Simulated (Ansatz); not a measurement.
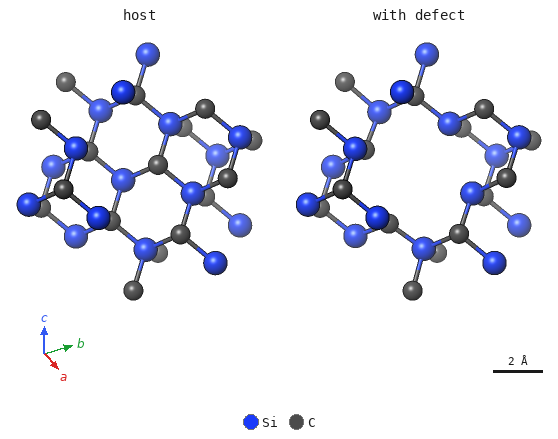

Left: perfect SiC. Right: the same region with a pair of point defects, after relaxing the atoms in a supercell of 64 sites. The picture is a ball-and-stick view of the atoms within 5.4 Å of one point, in a slice 4.2 Å thick across the line of sight, seen from a free direction.

Level of theory: Ansatz 0.2.0, DFT, PBEsol, PAW, plane waves. Settings: plane-wave cutoff 420 eV; k-point mesh 1 × 1 × 1; mesh shifted by (0.25, 0.25, 0.25); collinear spin. Fermi-Dirac smearing of 0.01 eV. A uniform background neutralises the charged cell. The axes drawn are those of the host's conventional cell.

Question: What kind of defect was made?

Answer: A silicon atom is taken out (a vacancy) and a carbon atom is taken out (a vacancy), the two sites 1.9 Å apart.

The charge state of the cell is −1.

Question: What does the relaxation do around it?

Answer: Around the empty Si site the host had 4 C at 1.89 Å; after relaxation the nearest atoms are 3 C at 1.99 to 2.01 Å. Around the empty C site the host had 4 Si at 1.89 Å; after relaxation the nearest atoms are 3 Si at 1.90 Å. Of the host's atoms, a carbon atom moves furthest from its site, by 0.12 Å. The cell's net moment is 1.00 μB.

Limits of the set-up: the cell is charged, on a uniform background, and energies carry no finite-size correction.
